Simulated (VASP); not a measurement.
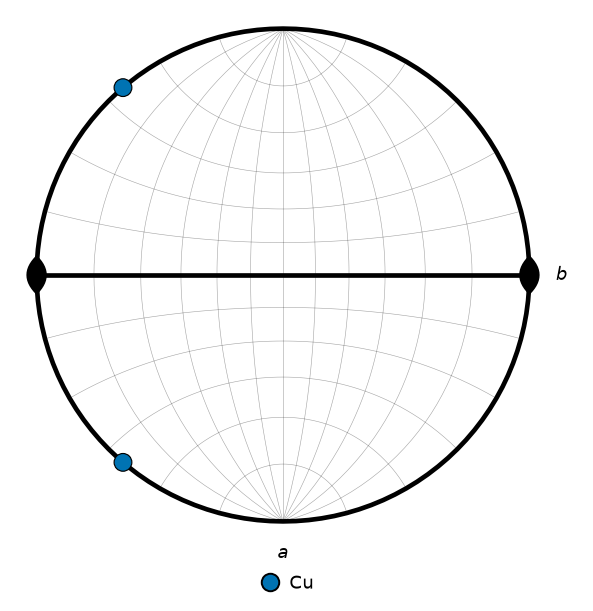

For CuO2, a cell listed in the Materials Project, as set up for an electronic-structure calculation: directions from one oxygen atom at (1/2, 0.949, 3/4) to its bonded neighbours, in stereographic projection down c (filled: above the plane of the page or in it, open: below). Geometry calculated from the standardised cell; symmetry tolerance 0.002 Å.

Neighbours are counted up to 2.40 Å for Cu. The symmetry elements of the site are drawn in: heavy lines are mirror planes (a heavy rim: a mirror in the plane of the page); lens, triangle, square and hexagon are 2-, 3-, 4- and 6-fold axes, a lens in an open square is −4, a triangle in an open hexagon −6; thin dashed diameters join the ends of axes that lie in the page; a small open circle marks inversion.

```cif
data_structure
_symmetry_space_group_name_H-M 'P 1'
_symmetry_Int_Tables_number 1
_cell_length_a 2.8252
_cell_length_b 10.4215
_cell_length_c 4.3434
_cell_angle_alpha 90.000
_cell_angle_beta 90.000
_cell_angle_gamma 90.000
_cell_volume 127.88
loop_
_atom_site_label
_atom_site_type_symbol
_atom_site_fract_x
_atom_site_fract_y
_atom_site_fract_z
_atom_site_occupancy
Cu1 Cu 0.00000 0.83275 0.75000 1
Cu2 Cu 0.50000 0.66725 0.25000 1
O1 O 0.50000 0.71103 0.75000 1
O2 O 0.00000 0.78897 0.25000 1
O3 O 0.50000 0.94851 0.75000 1
O4 O 0.00000 0.55149 0.25000 1
Cu3 Cu 0.50000 0.33275 0.75000 1
Cu4 Cu 0.00000 0.16725 0.25000 1
O5 O 0.00000 0.21103 0.75000 1
O6 O 0.50000 0.28897 0.25000 1
O7 O 0.00000 0.44851 0.75000 1
O8 O 0.50000 0.05149 0.25000 1
```

Q: How many neighbours are there, and at what angles?

A: 2: 2 Cu at 1.86 Å. Angles between bonds: 99° (1×).

Q: What is the site's symmetry in the crystal?

A: Point group mm2 (C2v), order 4: one twofold axis, two mirror planes. In Cmcm (No. 63) this is Wyckoff position 4c.
